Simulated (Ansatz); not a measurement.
## Electronic structure of AlN in real space

The calculation's input:

```
crystal:
  lattice:
    - [3.3121157418, 0.0, 0.0]
    - [-1.6560578709, 2.8683763727, 0.0]
    - [0.0, 0.0, 4.187563]
  atoms:
    - { symbol: Al, position: [0.6666666667, 0.3333333333, 0.25] }
    - { symbol: Al, position: [0.3333333333, 0.6666666667, 0.75] }
    - { symbol: "N", position: [0.6666666667, 0.3333333333, 0.75] }
    - { symbol: "N", position: [0.3333333333, 0.6666666667, 0.25] }
hamiltonian:
  xc: { exchange: pbe, correlation: pbe, exx: { coeff: 0.5, omega: 0.2 } }
  pseudopotentials: { kind: paw }
kpoints:
  mp_grid: { grid: [5, 5, 4] }
scf:
  occupations: { method: fermi_dirac, width: 0.05 }
output:
  forces: true
  stress: true
  eigenvalues: true
  write_density: true
  write_potential: true
  elf: true
  volumetric_format: npy
```

Launched as:

```sh
ansatz run input.yaml --threads 2 --pin off --max-ram 5632MiB --backend cpu --events-out ev --progress --plain --runs-dir out
```

Below, planes, directions and counts refer to the conventional cell (a = 3.31 Å, b = 3.31 Å, c = 4.19 Å, α = 90.00°, β = 90.00°, γ = 120.00°).

Space group P6₃/mmc; a structure from a database of computed crystals, not necessarily the ambient phase; computed pressure about −11 GPa in this cell.

Computed with Kohn-Sham DFT of a periodic cell, HSE06 form with a typed share of exact exchange, Ansatz PAW in Ansatz 0.2.0.

In a PAW calculation such maps are meaningful between the atoms, not at the nuclei.

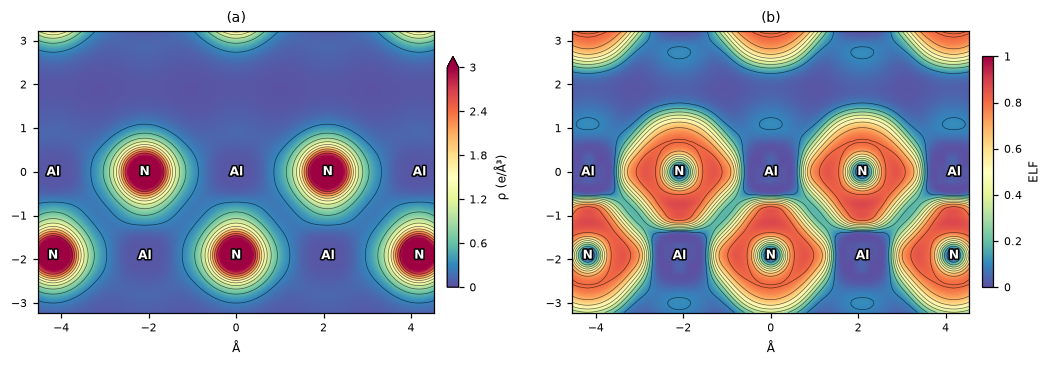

Figure 1. (a) valence pseudo-density; (b) ELF on the (110) plane of the conventional cell.

Q: What does the map show?

A:
- The section cuts through Al and N sites.
- Al–N (1.91 Å): the density is about 0.67 e/Å³ at the midpoint; the ELF peaks at about 0.90 in the valence shell of N, 0.8 Å from its nucleus, and is about 0.85 at the midpoint.
- Al–N (2.09 Å): the density is about 0.46 e/Å³ at the midpoint; the ELF peaks at about 0.85 in the valence shell of N, 0.8 Å from its nucleus, and is about 0.80 at the midpoint.
- Between the atoms the lowest density in this plane is 0.03 e/Å³.

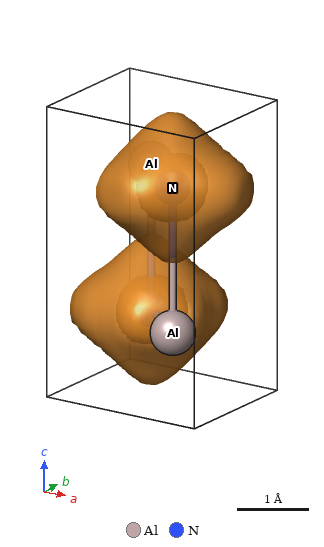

Figure 2. Isosurface of the ELF at 0.75 (orange), seen slightly off an axis. Only the valence region is drawn (cores and ρ < 0.01 e/Å³ removed). Sticks mark near contacts.

Q: Where are the electrons localised?

A: The ELF exceeds this value in two regions on N in which the atom's valence shell and bonds are merged, counted in one cell of 4 atoms. Any copies at cell faces, edges or corners count once.

Q: Metal or insulator at this level of theory?

A: It is gapped, with a Kohn–Sham gap of 5.9 eV on the k-point mesh (the band edges may lie off the mesh, which would make the gap smaller).
